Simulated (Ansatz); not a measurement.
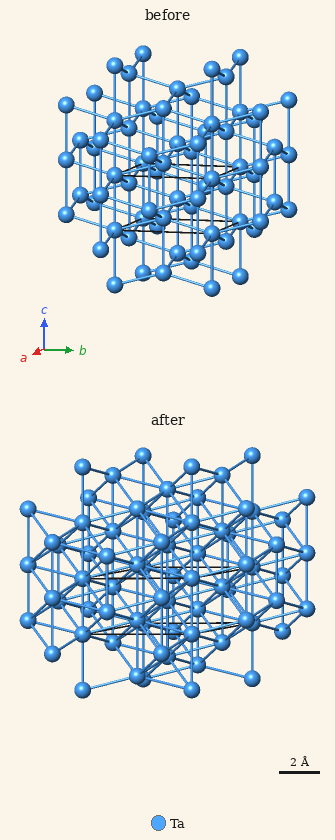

The structure of crystalline Ta (a generated structure, set up in I4_1/amd) before (top) and after (bottom) a relaxation, at one scale.

A ball-and-stick model of the conventional cell (2 times the calculation's cell), repeated 1 × 1 × 2 with one cell outlined, seen slightly off an axis. Lengths and directions refer to the drawn axes.

Phase: beta-Sn type.

Level of theory: Ansatz, DFT, r2SCAN, plane waves (500 eV) with PAW, scalar-relativistic.

The input:
```yaml
crystal:
  lattice:
    - [-2.5897358194, 2.5897358194, 1.4139957574]
    - [2.5897358194, -2.5897358194, 1.4139957574]
    - [2.5897358194, 2.5897358194, -1.4139957574]
  atoms:
    - { symbol: Ta, position: [0.0, 0.0, 0.0] }
    - { symbol: Ta, position: [0.75, 0.25, 0.5] }
hamiltonian:
  xc: r2scan
  pseudopotentials:
    kind: paw
    azcp:
      Ta: "pseudopotentials/Ta.paw.azcp"
basis:
  ecutwfc: 500
  fft_grid_basis: typed
kpoints:
  mp_grid: { grid: [13, 13, 9], shift: [0, 0, 0] }
magnetization:
  spin_polarized: false
scf:
  occupations: { method: fermi_dirac, width: 0.1 }
relax:
  max_steps: 60
  f_tol: 0.01
  cell: {}
```

Command:
```bash
ansatz run input.yaml --threads 1 --pin off --max-ram 3584MiB --backend cpu --events-out ev --progress --plain --runs-dir out
```

Q: Describe what moved and what it gained.

A: Over 14 accepted moves (18 points after the start) the energy falls by 663 meV per atom. The largest force component goes from 0.0021 to 0.00035 eV/Å. The pressure goes from 3.21 to 0.00 GPa. The line search rejected the trial steps at points 1, 12 of the run. At 2 points the geometry stayed and the basis and grid were re-selected for the new cell (energy shift of 4.1 meV per atom at most each time). The atoms keep their places relative to the cell (all moves are under 0.005 Å). The volume changes by −2.7 %, with a = b 5.179 → 5.589 Å (+7.9 %), c 2.828 → 2.878 Å (+1.8 %), γ 90.0° → 124.8°. Among the contacts that change: Ta1–Ta1 3.926 → 2.962 Å, Ta1–Ta2 2.685 → 2.887 Å, Ta1–Ta2 (another image) 3.347 → 3.530 Å, Ta1–Ta1 (another image) 2.828 → 2.878 Å. New bonds form: Ta1–Ta1 (3.93 → 2.96 Å), Ta2–Ta2 (3.93 → 2.96 Å). Bond angles that change, for instance: Ta2–Ta1–Ta2 94.0° → 126.7°, Ta2–Ta1–Ta2 94.0° → 61.8°. The space group (tolerance 0.01 Å) goes from I4_1/amd (No. 141) to Fddd (No. 70).
